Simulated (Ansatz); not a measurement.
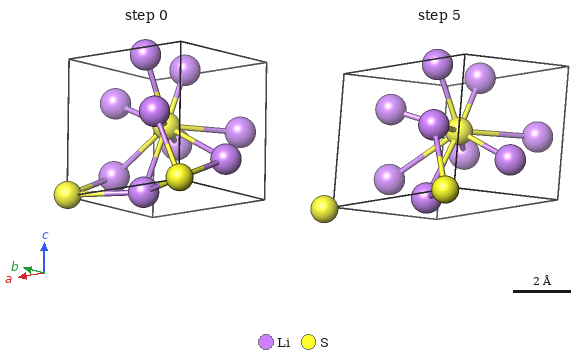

The structure of solid Li3S (built on the A15_223 type) (coarse preliminary run) before (left) and after (right) a relaxation, at one scale.

Style: ball-and-stick. Shown: the cell of the calculation, from a free direction.

Case: A15 type (Pm-3n, No. 223); cell x1, atoms moved at random (sigma 0.1 Å) and cell strained at random (1.5 %), then relaxed without symmetry.

Level of theory: DFT PBE, scalar-relativistic, plane waves, PAW in Ansatz.

Input
```yaml
crystal:
  lattice:
    - [4.9397560039, 0.0099320565, -0.0422754562]
    - [0.0099320565, 4.9582913917, -0.0402758066]
    - [-0.0422754562, -0.0402758066, 4.9299300013]
  atoms:
    - { symbol: Li, position: [-0.0056586847, 0.4644760948, 0.2242776645] }
    - { symbol: Li, position: [-0.0158663372, 0.4730907697, 0.7532993125] }
    - { symbol: Li, position: [0.2311791039, -0.0047672823, 0.5220109836] }
    - { symbol: Li, position: [0.7623791675, 0.0447097547, 0.4917951479] }
    - { symbol: Li, position: [0.4931519231, 0.7695082915, 0.0006329472] }
    - { symbol: Li, position: [0.5179367859, 0.275762393, -0.0330280501] }
    - { symbol: S, position: [0.0022621507, -0.0092301767, 0.012556411] }
    - { symbol: S, position: [0.5146158908, 0.4864501555, 0.5284555834] }
basis:
  ecutwfc: 420
kpoints:
  mp_grid: { grid: [6, 6, 6] }
hamiltonian:
  xc: pbe
scf:
  occupations: { method: gaussian, width: 0.1 }
output:
  forces: true
  stress: true
  eigenvalues: true
relax:
  adjacent_minimum: "off"
  f_tol: 0.015
  max_steps: 120
  cell: { stress_tol: 0.15 }
```

Run as
```bash
ansatz run input.yaml --threads 1 --pin off --max-ram 2560MiB --backend cpu --events-out ev --progress --plain --runs-dir out
```

### Describe what moved and what it gained.

The run was cut off at its time limit before the relaxation converged, so the last structure is only a point on the way. Li2 moves most relative to the cell: 0.58 Å along [−1 3 0]. By element the largest moves are Li 0.58 Å, S 0.38 Å. Cell: a 4.940 → 4.963 Å (+0.5 %), b 4.958 → 5.330 Å (+7.5 %), c 4.930 → 4.838 Å (−1.9 %), α 90.9° → 98.2°, β 91.0° → 95.2°, γ 89.8° → 77.5°. Volume +2.3 %. Near-neighbour distances that change, for instance: Li5–S7 2.747 → 3.623 Å, Li4–S8 3.041 → 3.867 Å, Li1–S7 2.827 → 3.653 Å, Li1–S8 2.955 → 2.411 Å. Bonds break: Li5–S7 (2.75 → 3.62 Å). Bond angles that change, for instance: Li2–S8–Li3 117.9° → 89.7°, S7–Li2–S8 100.9° → 127.5°, Li3–S8–Li4 175.2° → 158.1°. The space group stays P1 (No. 1). Over 5 geometry steps the energy falls by 111 meV per atom. The largest force component goes from 0.58 to 0.29 eV/Å. Pressure: 0.29 GPa at the start and 0.74 GPa at the end.
